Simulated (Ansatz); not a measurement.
## AlN: geometry relaxation

The run: geometry relaxation of AlN (P6₃mc, 4 atoms in the cell). Method and program: DFT PBEsol, scalar-relativistic, plane waves, PAW, no spin polarisation (Ansatz 0.2.0).

The structure derives from an entry of the Crystallography Open Database.

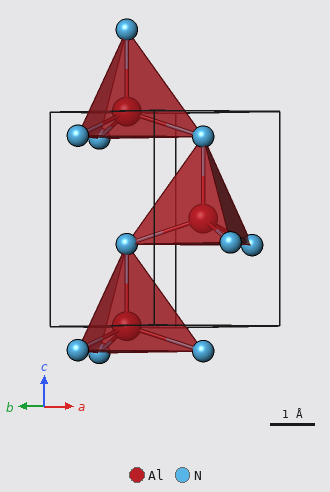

**Figure 1.** The structure as given in the input (polyhedral view of the cell of the calculation, seen at an oblique angle; polyhedra are completed across the faces of the cell). An atom can appear more than once, as a periodic image.

## Input file
```yaml
crystal:
  lattice:
    - [3.1138207702, 0.0, 0.0]
    - [-1.5569103851, 2.6966478898, 0.0]
    - [0.0, 0.0, 4.9835885532]
  atoms:
    - { symbol: Al, position: [0.3333333333, 0.6666666667, 0.0015085243] }
    - { symbol: Al, position: [0.6666666667, 0.3333333333, 0.5015085243] }
    - { symbol: "N", position: [0.3333333333, 0.6666666667, 0.3834914757] }
    - { symbol: "N", position: [0.6666666667, 0.3333333333, 0.8834914757] }
basis:
  ecutwfc: 420
  ecutrho_ratio: 4
kpoints:
  mp_grid: { grid: [12, 12, 8] }
hamiltonian:
  xc: pbesol
scf:
  occupations: { method: gaussian, width: 0.05 }
output:
  forces: true
  stress: true
  eigenvalues: true
relax:
  f_tol: 0.001
  max_steps: 40
```

Run as:
```bash
ansatz run input.yaml --threads 4 --pin off --max-ram 7168MiB --backend cpu --events-out ev --progress --plain --runs-dir out
```

## What the program printed
```
Warning: output.stress: scf.convergence.dr2_threshold = 1e-9 eV (the default of a walk held to its f_tol) is looser than the 4e-10 eV advised for a printed stress (1e-10 eV for each atom of the cell: 4). What an SCF threshold leaves in a stress goes as its square root, and in the free energy as the threshold itself, and one threshold admits the most on a small cell: of the crystals measured, under no hybrid functional and no lock of the moments, on runs that ended without the residual-converged pass, on stresses that held no estimate of that error, the worst erred by over 100 MPa in a component at 1e-7 eV an atom and by under 5 at 1e-10. Every solve of this run answers to scf.convergence.dr2_threshold, and the tensor of one is reported: a single SCF on the reported geometry and on this run's grids (its basis.xc_grid and basis.ecutrho_ratio typed), with scf.convergence.dr2_threshold at 4e-10 eV or tighter, prints it and tightens no other solve. Else set scf.convergence.dr2_threshold to 4e-10 eV or tighter. The threshold is an SCF's pass mark: one that does not reach it within its budget of iterations ends unconverged, or closes short of it on a stop that the run arms, and scf.convergence.dr2_threshold's page says what that costs each kind of run
Engine: ansatz 0.2.0, aarch64-unknown-linux-gnu
Pseudopotentials: kind: paw
Pseudopotential: Al, paw, valence charge 3, recommended cutoff 420 eV (normal), Al.paw.azcp
Pseudopotential: N, paw, valence charge 5, recommended cutoff 420 eV (normal), N.paw.azcp
Functional definition: PBEsol
  exchange = pbesol_x
  correlation = pbesol_c
Crystal: 4 atoms, lattice volume = 41.847 Å³
Basis set: ecut = 420 eV, 809 PW (Γ), exchange–correlation on 48×48×72 points (8 copies of the dense FFT grid, shifted against one another)
Bands: 12, of which v1, the nominal top of the filled ones, is band 8 counted from 1 (7 counted from 0)
Symmetry: 12 space group operations
Space group: P63mc (ITA 186), of the structure as read, at distance tolerance 3.5e-5 Å
k-points: 95 of 1152 (time reversal used)
Non-local potential: Al, projectors of the file, l = 0: 2, l = 1: 2, l = 2: 1
Non-local potential: N, projectors of the file, l = 0: 2, l = 1: 2, l = 2: 1
PAW form: soft (Blöchl's): semilocal exchange-correlation on the pseudo side does not see the compensation charge
PAW frozen core: Al, regenerated for the run's functional, and the local potential with it (the file was generated under x = pbe(κ = 0.804, μ = 0.2195149727645171), c = pbe(β = 0.06672455060314922))
PAW frozen core: N, regenerated for the run's functional, and the local potential with it (the file was generated under x = pbe(κ = 0.804, μ = 0.2195149727645171), c = pbe(β = 0.06672455060314922))
PAW one-centre angular grid: Al, 110 points (default); XC on 64 Gauss nodes
PAW one-centre angular grid: N, 110 points (default); XC on 64 Gauss nodes
Initial density: superposition of atomic densities (neutral atoms: chi_scale 0, normalization atom), corrected by the library's trained network
Initial wavefunctions: pseudopotential atomic-orbital guess
Functional: x = pbesol(κ = 0.804, μ = 0.12345679012345678), c = pbesol(β = 0.046)
SCF iter   1: F=—  HF=-1811.930594 eV  |F-HF|=—  |Δ(HF+E_count)|=         —  Δρ=1.04e-2  dr2=4.80e-2  ethr=1.77e-3  ⟨swp⟩=5.4  Hψ=7388  notcnv=0
preconditioner: auto → none  [insulator: Δε(μ)=4.015 eV  Ē_g=12.942 eV  σ=0.050 eV  W_gap=1.00  n_scr=2 (ndim 8)  ℏωp=23.0 eV  f_vac=0.000  D(μ)=0.00/eV (n_scr^D=0)  ε∞_Penn≈4.1]
SCF iter   2: F=—  HF=-1811.916963 eV  |F-HF|=—  |Δ(HF+E_count)|=   1.36e-2  Δρ=1.32e-3  dr2=7.80e-4  ethr=3.00e-4  ⟨swp⟩=2.9  Hψ=2815  notcnv=0
SCF iter   3: F=—  HF=-1811.916807 eV  |F-HF|=—  |Δ(HF+E_count)|=   1.56e-4  Δρ=4.80e-4  dr2=5.23e-5  ethr=4.88e-6  ⟨swp⟩=2.1  Hψ=1803  notcnv=0
SCF iter   4: F=—  HF=-1811.916671 eV  |F-HF|=—  |Δ(HF+E_count)|=   1.36e-4  Δρ=2.08e-5  dr2=7.25e-8  ethr=6.25e-10  ⟨swp⟩=4.8  Hψ=6367  notcnv=0
iter 5 did not close the SCF: its close was put off for the readings that it lacked (scf_convergence_deferred on its scf_iter line)
SCF iter   5: F=-1811.916671 eV  HF=-1811.916671 eV  |F-HF|=2.94e-10  |Δ(HF+E_count)|=   3.13e-8  Δρ=1.73e-6  dr2=4.26e-10  ethr=4.53e-10  ⟨swp⟩=2.4  Hψ=1883  notcnv=0
SCF iter   6: F=-1811.916671 eV  HF=-1811.916671 eV  |F-HF|=1.18e-11  |Δ(HF+E_count)|=  3.34e-10  Δρ=2.94e-7  dr2=2.41e-11  ethr=2.66e-12  ⟨swp⟩=1.0  Hψ=3300  notcnv=0
SCF 1 converged in 6 iterations: F = -1811.916671 eV  dr2 = 2.41e-11
  greatest PAW one-centre occupation: 0.785 electrons in one spin orbital (limit 2), on the N atom at site 3 (counted from 0), in its partial waves of l = 0
relax step   1: F+E_penalty+E_count = -1811.91667132 eV  Δ(F+E_penalty+E_count) = +0.000e0 eV  max|allowed force component| = 1.125e-4 eV/Å  Δτ_max = 0.0000 Å  (6 SCF iters, dr2 threshold 1.00e-7 eV, accepted)
Initial density: handed on by an earlier stage of this run
Initial wavefunctions: those handed on with the density
iter 1 solved again at ethr=8.43e-12 eV; its pass at ethr=3.10e-3 eV (dr2=1.35e-9 eV) is discarded
SCF iter   1: F=—  HF=-1811.916804 eV  |F-HF|=—  |Δ(HF+E_count)|=         —  Δρ=3.72e-6  dr2=1.60e-9  ethr=8.43e-12  ⟨swp⟩=2.0  Hψ=5372  notcnv=0
preconditioner: auto → none  [insulator: Δε(μ)=4.094 eV  Ē_g=13.013 eV  σ=0.050 eV  W_gap=1.00  n_scr=2 (ndim 8)  ℏωp=23.0 eV  f_vac=0.000  D(μ)=0.00/eV (n_scr^D=0)  ε∞_Penn≈4.1]
SCF iter   2: F=—  HF=-1811.916671 eV  |F-HF|=—  |Δ(HF+E_count)|=   1.32e-4  Δρ=1.96e-6  dr2=5.62e-10  ethr=6.25e-12  ⟨swp⟩=2.2  Hψ=4695  notcnv=0
iter 3 did not close the SCF: its close was put off for the readings that it lacked (scf_convergence_deferred on its scf_iter line)
SCF iter   3: F=-1811.916671 eV  HF=-1811.916671 eV  |F-HF|=6.16e-11  |Δ(HF+E_count)|=  5.66e-11  Δρ=1.29e-6  dr2=2.25e-10  ethr=3.51e-12  ⟨swp⟩=1.0  Hψ=1140  notcnv=0
iter 4 did not close the SCF: its close was put off for the readings that it lacked (scf_convergence_deferred on its scf_iter line)
SCF iter   4: F=-1811.916671 eV  HF=-1811.916671 eV  |F-HF|=1.93e-11  |Δ(HF+E_count)|=  6.00e-11  Δρ=5.85e-7  dr2=4.15e-11  ethr=1.41e-12  ⟨swp⟩=1.0  Hψ=1140  notcnv=0
iter 5 did not close the SCF: its close was put off for the readings that it lacked (scf_convergence_deferred on its scf_iter line)
SCF iter   5: F=-1811.916671 eV  HF=-1811.916671 eV  |F-HF|=5.00e-12  |Δ(HF+E_count)|=  1.61e-11  Δρ=2.96e-7  dr2=1.05e-11  ethr=1.00e-12  ⟨swp⟩=1.0  Hψ=1140  notcnv=0
iter 6 did not close the SCF: its close was put off for the readings that it lacked (scf_convergence_deferred on its scf_iter line)
SCF iter   6: F=-1811.916671 eV  HF=-1811.916671 eV  |F-HF|=4.55e-13  |Δ(HF+E_count)|=  5.23e-12  Δρ=1.28e-7  dr2=1.99e-12  ethr=1.00e-12  ⟨swp⟩=1.0  Hψ=1140  notcnv=0
SCF iter   7: F=-1811.916671 eV  HF=-1811.916671 eV  |F-HF|=9.09e-13  |Δ(HF+E_count)|=  2.27e-13  Δρ=7.69e-8  dr2=7.12e-13  ethr=1.00e-12  ⟨swp⟩=1.0  Hψ=2660  notcnv=0
SCF 2 converged in 7 iterations: F = -1811.916671 eV  dr2 = 7.12e-13
relax step   2: F+E_penalty+E_count = -1811.91667132 eV  Δ(F+E_penalty+E_count) = -6.366e-12 eV  max|allowed force component| = 1.091e-4 eV/Å  Δτ_max = 0.0000 Å  (7 SCF iters, accepted)
```

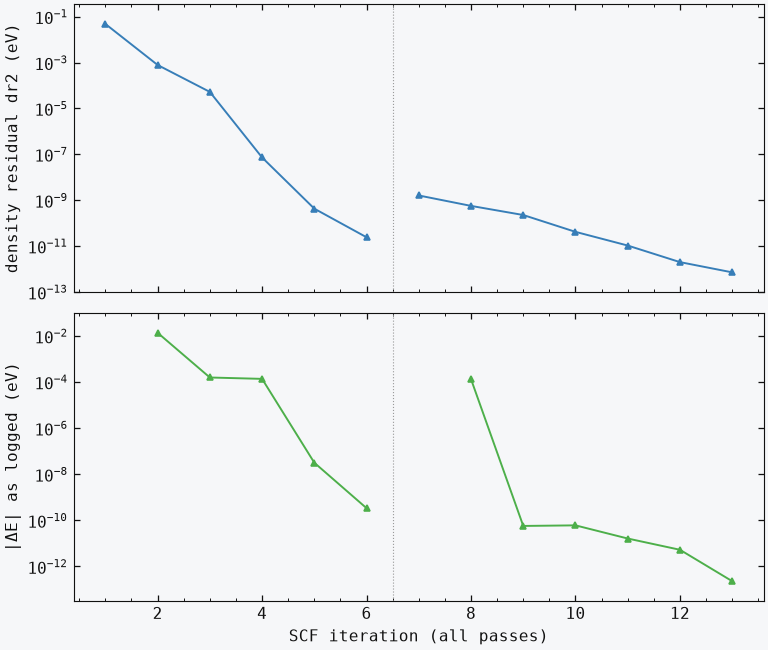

**Figure 2.** Convergence of the self-consistent field: density residual dr2 and size of the energy change against the SCF iteration. The dotted lines part the SCF passes of the relaxation: geometry steps, rejected trials and re-solves on a re-selected basis. The passes take 6 and 7 iterations.

```
SCF converged after 7 iterations
Free energy (F): -1811.916671 eV
Harris-Foulkes:  -1811.916671 eV  (|F-HF|=9.09e-13)
Internal energy: -1811.916671 eV  (E = F + TS)
E sigma→0 (E₀):  -1811.916671 eV
Fermi energy:    9.087721 eV
--- Per-component energies (eV) ---
  E_band       = 28.518287
  E_kinetic    = 317.495831
  E_local      = -446.177947  (includes V_loc(G=0)·N_el)
  E_nonlocal   = 111.267673
  E_hartree    = 153.723831
  E_xc         = -201.378319
  E_vxc        = -214.926062  (∫ρ·V_xc dr)
  E_paw        = -1155.478818  (= ΣΔE_a)
  E_vpaw       = -46.589059  (= ΣTr[D̂ρ^β])
  E_aug_tail   = 0.000188  (compensation charges beyond the density's cutoff)
  E_ewald      = -591.463587
  E_core_change = 0.094476  (= ΣΔE_core)
  E_smearing   = -0.000000  (= −TS)
  E_closure    = -0.000000  (closes the sum)
  Σ components = -1811.916671   (vs F -1811.916671, Δ=0.00e0)
--- Forces (eV/Å), atoms counted from 1 ---
  atom   1  Al    -0.00000000     0.00000000    -0.00011249
  atom   2  Al    -0.00000000    -0.00000000    -0.00011249
  atom   3  N      0.00000000    -0.00000000     0.00010566
  atom   4  N     -0.00000000     0.00000000     0.00010566
  max |Σ_I F_I| component: 1.37e-5 eV/Å
--- Stress (GPa, compression-positive) ---
       -0.005662       0.000000      -0.000000
        0.000000      -0.005662       0.000000
       -0.000000       0.000000      -0.001573
  P = ⅓ Tr σ = -0.0043 GPa (-0.043 kbar)
--- Band table (eV; the first three rows and the last of 95) ---
  k-point 0: bands = ["-8.1122", "-5.9371", "0.9959", "6.1623", "6.1623", "6.8166", "6.8166", "7.0406", "11.1349", "13.5800", "17.5258", "18.0544"]
  k-point 1: bands = ["-8.0517", "-6.0595", "1.2109", "6.1861", "6.1861", "6.6778", "6.7900", "6.7900", "11.4346", "13.6206", "17.4218", "18.0321"]
  k-point 2: bands = ["-7.8733", "-6.3783", "1.8031", "5.8201", "6.2533", "6.2533", "6.7159", "6.7159", "12.1020", "13.7001", "17.1905", "18.0237"]
  k-point 94: bands = ["-5.5358", "-5.5358", "2.1654", "2.1654", "3.1280", "3.1280", "6.2395", "6.2395", "14.3195", "14.3195", "14.7370", "14.7370"]
--- Relaxed structure (2 steps of the walk, 2 accepted, 0 SCFs on fresh bases) ---
  F+E_penalty+E_count = -1811.91667132 eV   max|allowed force component| = 1.091e-4 eV/Å
  atoms:
    - { symbol: Al, position: [0.3333333333333333, 0.6666666666666666, 0.0015085243000000001] }
    - { symbol: Al, position: [0.6666666666666665, 0.3333333333333333, 0.5015085243] }
    - { symbol: N, position: [0.3333333333333333, 0.6666666666666666, 0.38349147570000003] }
    - { symbol: N, position: [0.6666666666666665, 0.3333333333333333, 0.8834914757000002] }
```

## Trajectory as extended XYZ (Å, eV, eV/Å), 2 frames, from step=1 to step=2
```
4
Lattice="3.1138 0.0000 0.0000 -1.5569 2.6966 0.0000 0.0000 0.0000 4.9836" Properties=species:S:1:pos:R:3:forces:R:3 step=1 energy=-1811.91667
Al    0.0000    1.7978    0.0075    0.0000   0.0000  -0.0001
Al    1.5569    0.8989    2.4993    0.0000   0.0000  -0.0001
N     0.0000    1.7978    1.9112    0.0000   0.0000   0.0001
N     1.5569    0.8989    4.4030    0.0000   0.0000   0.0001
4
Lattice="3.1138 0.0000 0.0000 -1.5569 2.6966 0.0000 0.0000 0.0000 4.9836" Properties=species:S:1:pos:R:3:forces:R:3 step=2 energy=-1811.91667
Al    0.0000    1.7978    0.0075    0.0000   0.0000  -0.0001
Al    1.5569    0.8989    2.4993    0.0000   0.0000  -0.0001
N     0.0000    1.7978    1.9112    0.0000   0.0000   0.0001
N     1.5569    0.8989    4.4030    0.0000   0.0000   0.0001
```

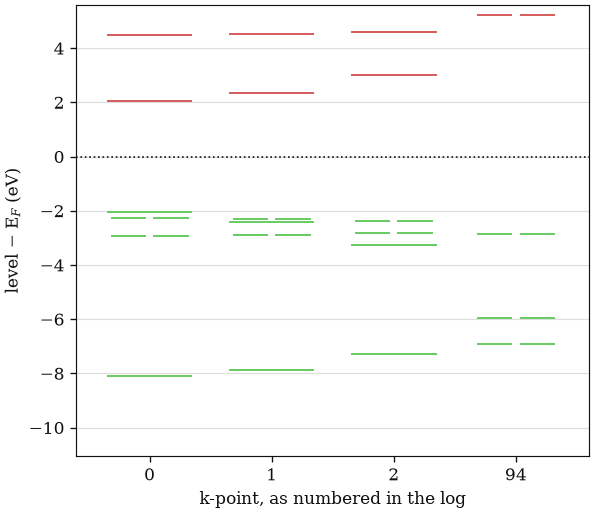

**Figure 3.** Kohn–Sham levels near the Fermi level (dotted) at the few k-points that the log prints; levels within 0.02 eV of each other stand side by side. Among these points the highest filled and lowest empty levels are 4.09 eV apart, which is the gap on the mesh.

## Results in brief

| quantity | value |
| --- | --- |
| outcome | converged |
| space group (tolerance 0.01 Å) | P6₃mc (186) |
| electrons treated | 16 |
| free energy | −1811.9167 eV |
| Fermi energy | 9.088 eV |
| gap on the k-point mesh | 4.09 eV |
| pressure | 0.00 GPa |
| final volume | 41.85 Å³ |
| largest force (length of the vector) at the end | under 0.001 eV/Å |
| final cell | a = 3.114 Å, b = 3.114 Å, c = 4.984 Å, α = 90.00°, β = 90.00°, γ = 120.00° |
| hardware | 4 threads of Arm Neoverse V2, 24 GiB of memory available, shared host |
| wall time | 2.6 s (CPU time 9.6 s) |
| peak memory | 0.37 GiB |

## Remarks

The program warns: the SCF threshold is looser than advised for the printed stress.
